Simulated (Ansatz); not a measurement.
## AlNi3 in space group Fm-3m: the states at the Fermi level

Input file:

```yaml
crystal:
  lattice:
    - [0.0, 2.80188876, 2.80188876]
    - [2.80188876, 0.0, 2.80188876]
    - [2.80188876, 2.80188876, 0.0]
  atoms:
    - { symbol: Al, position: [0.5, 0.5, 0.5] }
    - { symbol: Ni, position: [0.25, 0.25, 0.25] }
    - { symbol: Ni, position: [0.0, 0.0, 0.0] }
    - { symbol: Ni, position: [0.75, 0.75, 0.75] }
basis:
  ecutwfc: 420
kpoints:
  mp_grid: { grid: [12, 12, 12] }
hamiltonian:
  xc: pbesol
scf:
  occupations: { method: gaussian, width: 0.05 }
output:
  forces: true
  eigenvalues: true
  eigenstates:
    nscf_kmesh: { grid: [34, 34, 34] }
    top_band: c6
    de_dk: true
    localisation: true
  stress: true
checkpoint:
  write: ck
  compress: false
  write_wavefunctions: false
  write_every: 100000
```

Command:

```sh
ansatz run input.yaml --threads 1 --pin off --max-ram 3072MiB --backend cpu --events-out ev --progress --plain --runs-dir out
```

All numbers here come from DFT PBEsol, scalar-relativistic, plane waves, PAW; levels and slopes on a dense k mesh at the converged density (Ansatz). No spin polarisation. Mesh 34×34×34, interpolated with the band slopes. Unrelaxed database geometry. The cell comes from a database of computed structures, not from a measurement.

### 1. The sheets

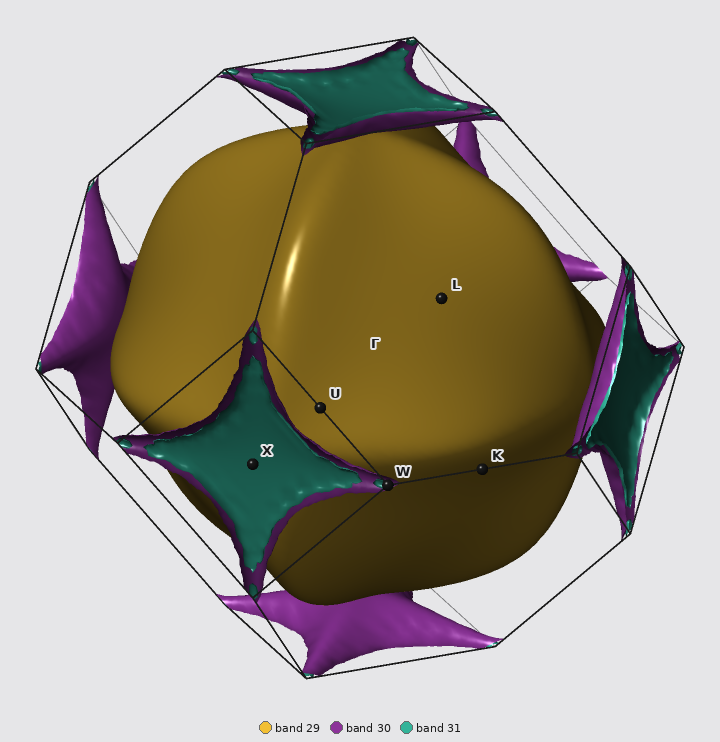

Computed Fermi surface of this crystal. Each colour is one band. The brighter face of a sheet looks towards empty states.

Q: Summarise the topology of this Fermi surface.

A: Three bands cross the Fermi level; this is a three-dimensional metal.

Band 29: one hole pocket centred at Γ (55 % of the zone).
Band 30: an open electron network that joins neighbouring zones in all directions (3.5 % of the zone).
Band 31: three electron pockets centred at X (each 0.41 % of the zone), only 40 meV deep and specks under 0.04 % of the zone, which the mesh doesn't resolve and which may come from the interpolation.
A pocket cut by a face of the zone is counted once with the part on the opposite face.
The shape of the surface of band 30 and band 31 changes its kind within 0.04 eV of this level, so small parts may appear, vanish, join or separate.

Q: How large are the density of states and the plasma frequency?

A: The density of states at the Fermi level is 2.8 states/eV per primitive cell. The intraband plasma frequency is 4.4 eV in all directions.

### 2. Cuts and bands

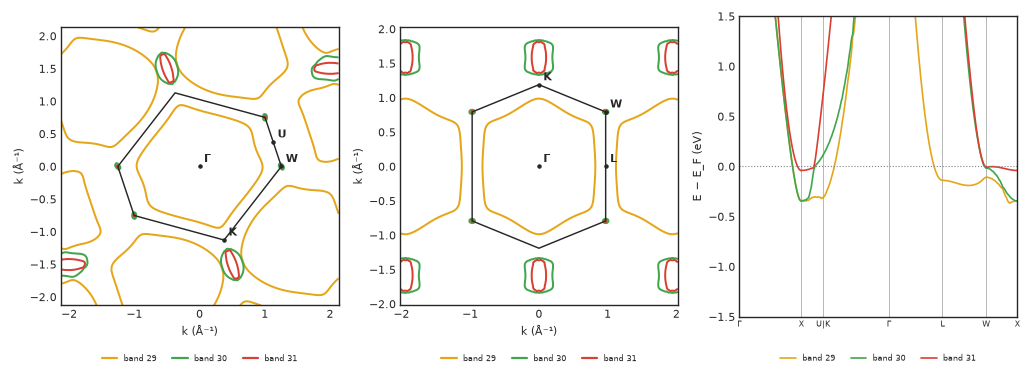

This crystal: cuts through the Fermi surface in the plane through Γ, W and U and the plane through Γ, L and W, and the bands that cross the Fermi level.

Q: Give each band's level at the labelled points, in eV from the Fermi level.

A:
```json
{"band": "band 29", "Γ": "above", "X": "−0.35", "L": "−0.14"}
{"band": "band 30", "Γ": "above", "X": "−0.35", "L": "above"}
{"band": "band 31", "Γ": "above", "X": "−0.04", "L": "above"}
```

Negative values are filled states; "above" and "below" lie outside the plotted window.

### 3. Weight on the atoms

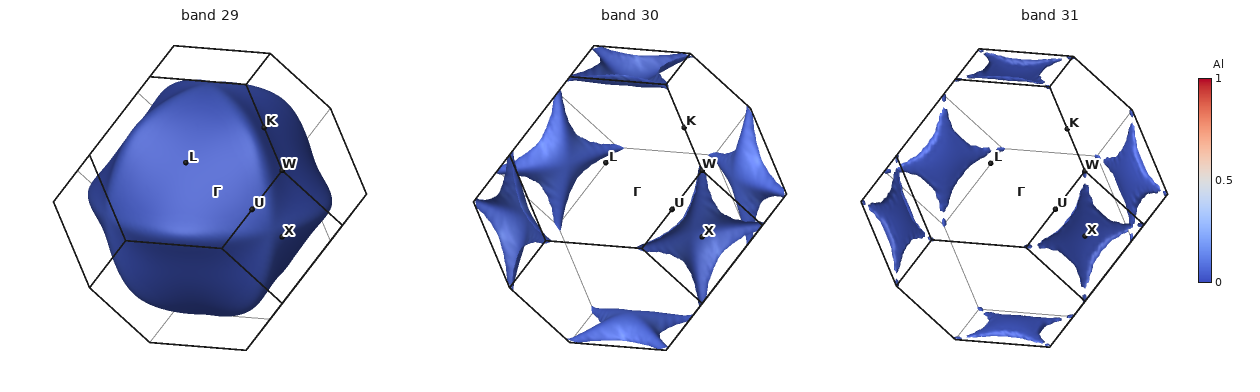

Fermi surface of this crystal, coloured by the weight of the states on Al (Voronoi cells).

Q: On which elements do the states at the Fermi level lie?

A: Band 29: Ni (95 %); Al holds 5 %. Band 30: Ni (93 %); Al holds 7 %. Band 31: Ni (95 %); Al holds 5 %.

### 4. Speeds

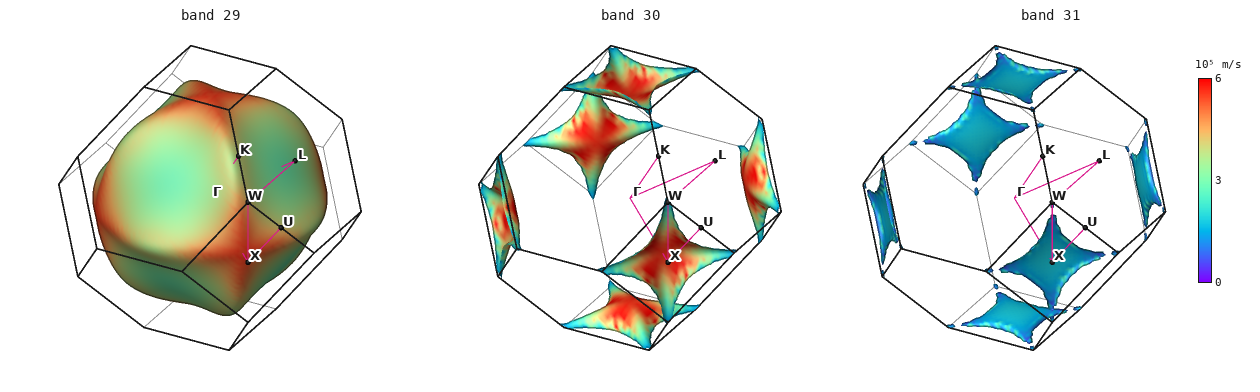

Fermi surface of this crystal, coloured by the Fermi speed.

Q: Give the range and mean of the Fermi speed for each band.

A: Band 29: 3.0 to 5.3 × 10⁵ m/s over most of the sheet, 3.9 × 10⁵ m/s on average over states. Band 30: 1.7 to 6.0 × 10⁵ m/s over most of the sheet, 3.4 × 10⁵ m/s on average over states. Band 31: 0.81 to 3.0 × 10⁵ m/s over most of the sheet, 1.8 × 10⁵ m/s on average over states.

Q: Which of these bands adds most to the density of states at the Fermi level?

A: Band 29, with 1.5 of 2.8 states/eV per cell.

A magnetic state wasn't tried and may lie lower. Necks and pockets thinner than about two mesh steps aren't resolved, so separate pockets may in truth be joined.

The run (self-consistency and the dense mesh) took 63 s on 1 thread of Arm Neoverse V2 (shared host), peak memory 0.89 GiB.
